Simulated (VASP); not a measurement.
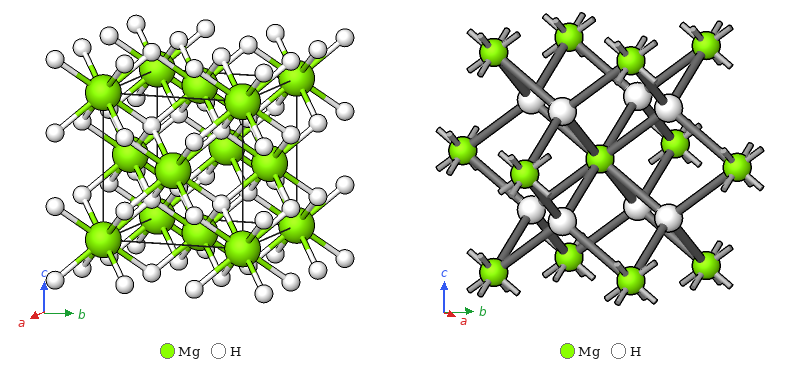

Left: the structure. Right: its underlying net. Nodes are coloured by element. Short stubs are edges that leave the cut-out.

System MgH₂ (space group Fm-3m, No. 225); source of the atomic positions: a cell listed in the Materials Project, as set up for an electronic-structure calculation.

Bonds are taken as H–Mg below 2.3 Å. The graph is simplified in the usual way: terminal and isolated atoms are pruned, two-connected atoms become edges.

The result is a binodal (4,8)-connected, three-periodic net: H is a 4-connected node; Mg is an 8-connected node, in the ratio 2:1. It is the flu net, known from fluorite. It is a single net, without interpenetration.

| node | links | point symbol | coordination sequence |
| --- | --- | --- | --- |
| H | 4 | 4⁶ | 4 22 24 82 64 |
| Mg | 8 | 4¹²·6¹²·8⁴ | 8 12 48 42 128 |
